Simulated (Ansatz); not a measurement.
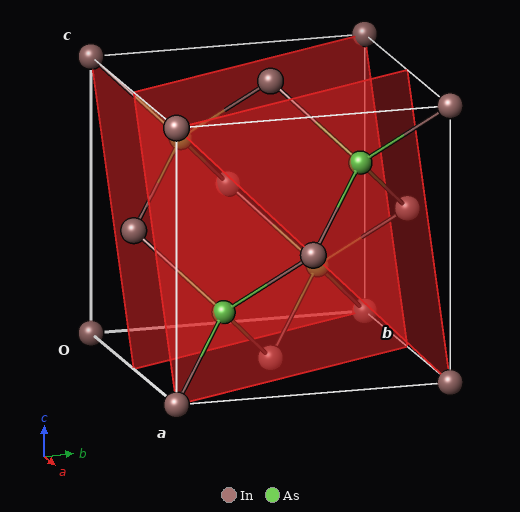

For InAs, a calculation's input that goes back to an entry of the Crystallography Open Database (an earlier step may have relaxed or displaced it): every member of one family of equally spaced planes, hx + ky + lz = a whole number, that cuts the unit cell is shaded (one member passes through the origin O, touching the cell only at an edge or corner). Geometry calculated from the standardised cell; symmetry tolerance 0.002 Å.

a = 6.109 Å, b = 6.109 Å, c = 6.109 Å, α = 90.00°, β = 90.00°, γ = 90.00°.

> Index the planes.

(2 1 1); the opposite sign names the same planes. The member next to the origin meets the axes a at 1/2, b at 1, c at 1.

> What is the spacing?

d = 2.494 Å.

> Which atoms of the cell lie in these planes (within 0.03 Å)?

2 of the 4 In, 2 of the 4 As.
